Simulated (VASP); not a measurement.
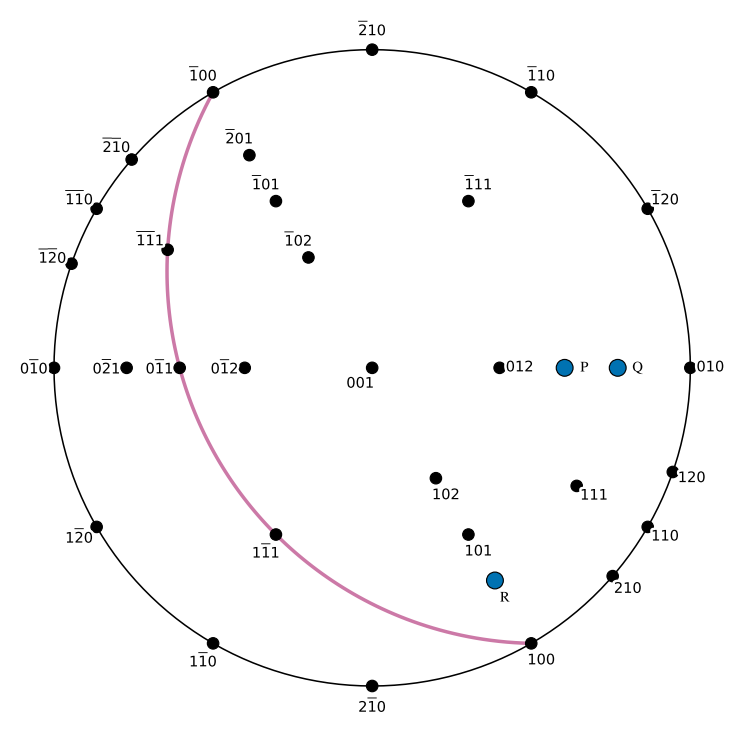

Crystal: Si, a cell listed in the Materials Project, as set up for an electronic-structure calculation. Stereographic projection of plane normals (upper hemisphere) centred on (0 0 1). Symmetry computed with spglib at a tolerance of 0.002 Å; standard conventional cell.

a = 3.831 Å, b = 3.831 Å, c = 6.333 Å, α = 90.00°, β = 90.00°, γ = 120.00°.

### Index the poles marked P, Q, R.

P is (0 1 1), in four indices (0 1 −1 1), 62.3° from the centre; Q is (0 2 1), in four indices (0 2 −2 1), 75.3° from the centre; R is (2 0 1), in four indices (2 0 −2 1), 75.3° from the centre.

### Which zone does the coloured great circle trace?

The zone [0 1 1]: its poles satisfy k + l = 0.

### What is the angle between the normals of (2 0 1) and (0 2 1), and what are their d_hkl = 1/|g|?

57.9°; d = 1.605 Å and 1.605 Å.
